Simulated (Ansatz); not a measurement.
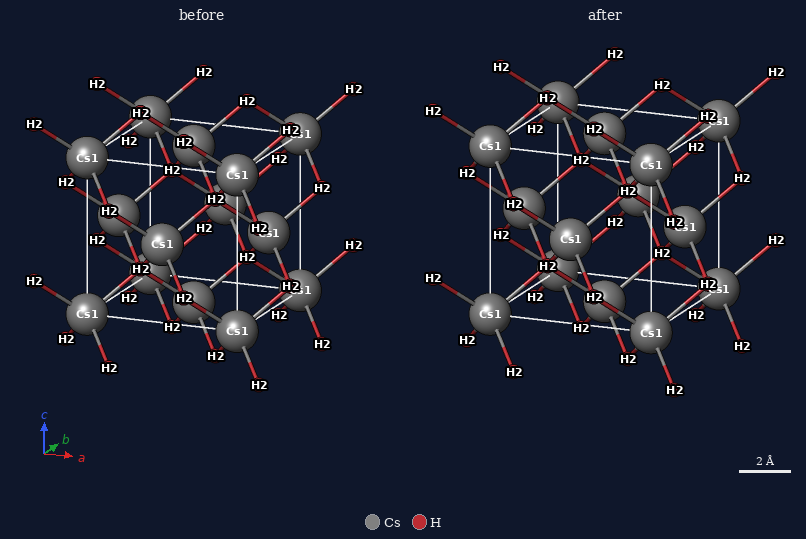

The structure of a crystal of CsH (built on the BeS-216 type type) before (left) and after (right) a relaxation, at one scale.

The picture is a ball-and-stick view of the conventional cell (4 times the calculation's cell), seen slightly off an axis. Lengths and directions refer to the drawn axes.

Level of theory: DFT, PBEsol, plane waves, PAW (Ansatz). (plane-wave cutoff 420 eV; k-point mesh 6 × 6 × 6; occupations fermi dirac; smearing width 0.03 eV; no spin polarisation; cell and atoms relaxed; force threshold 0.01 eV/Å; at most 120 steps)

What changed between the two?

No atom moves by more than 0.005 Å relative to the cell. The volume changes by +23.5 %, with a = b = c 6.383 → 6.848 Å (+7.3 %). Some distances before and after: Cs1–H2 2.764 → 2.965 Å. The space group stays F-43m (No. 216). Over 4 accepted moves (6 points after the start) the energy falls by 86.9 meV per cell of the calculation. All forces vanish by symmetry, so only the cell relaxes. The pressure goes from 2.11 to 0.01 GPa. At 2 points the geometry stayed and the basis and grid were re-selected for the new cell (energy shift of 3.8 meV per cell of the calculation at most each time).
